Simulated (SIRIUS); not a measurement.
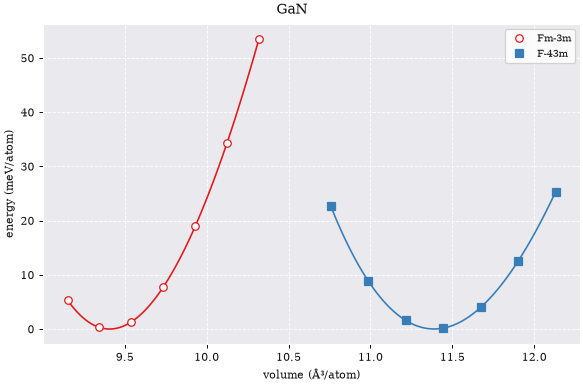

The figure shows the energy against volume, with one curve for each structure, for GaN. Each energy curve has its own zero, so the curves don't rank the structures.

Calculation (SIRIUS 7.12.0): plane-wave DFT, no spin polarisation; energies at scaled volumes of the given cell, shape and fractions fixed, counted from the fit's minimum, third-order Birch-Murnaghan fit. Level: PBEsol.

| setting | value |
| --- | --- |
| occupations | Fermi–Dirac |
| smearing width | 0.05 eV |
| potentials | dojo sr pbesol 0.4.1 standard |
| wave cutoff | 1152 eV |
| density cutoff | 4606 eV |

Settings that differ: Fm-3m: k mesh 11×11×11; F-43m: k mesh 10×10×10.

The numbers behind the figure:

Fm-3m:
```tsv
volume (Å³/atom)	energy (meV/atom)
9.15	5.34
9.35	0.31
9.54	1.32
9.73	7.73
9.93	18.92
10.12	34.34
10.32	53.48
```

F-43m:
```tsv
volume (Å³/atom)	energy (meV/atom)
10.76	22.67
10.99	8.86
11.21	1.58
11.44	0.16
11.67	4.00
11.90	12.55
12.13	25.34
```
